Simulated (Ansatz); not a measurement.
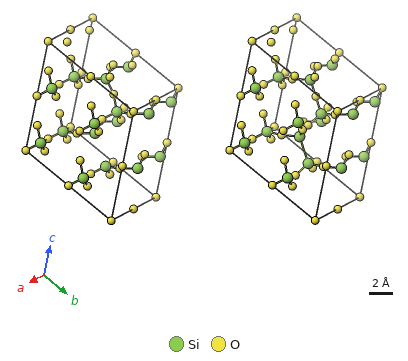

Two geometries of a defect cell of composition Si$_{16}$O$_{31}$, drawn at one scale. One is the start of a relaxation, the other its converged end. A ball-and-stick model of the cell of the calculation (origin shifted), seen slightly off an axis.

These are results of DFT PBE, scalar-relativistic, plane waves, PAW in Ansatz, not measurements. Settings: plane-wave cutoff 420 eV; k-point mesh 2 × 2 × 2; occupations gaussian; smearing width 0.01 eV; no spin polarisation; atoms relaxed in a fixed cell; force threshold 0.025 eV/Å; at most 45 steps.

Question: Which of the two is the end point?

Answer: The right one is the relaxed one. Case: O vacancy (site d), charge +0, atoms relaxed at the host's cell. After 5 geometry steps the energy has fallen by 1.025 eV per cell of the calculation. The largest force component goes from 2.2 to 0.021 eV/Å. The largest moves, 0.58 Å, are those of O atoms. Largest moves by element: O 0.58 Å, Si 0.31 Å. The cell stays as it was. Near-neighbour distances that change, for instance: Si–Si 3.116 → 2.520 Å, O–Si 1.626 → 1.646 Å. New bonds form, among them: Si–Si (3.12 → 2.52 Å). Bond angles that change, for instance: Si–O–Si 146.8° → 159.0°, Si–O–Si 146.8° → 157.2°, Si–O–Si 146.8° → 153.4°. The run took 110 s on 4 threads of Arm Neoverse V1, with other jobs on the host, peak memory 2.9 GiB.
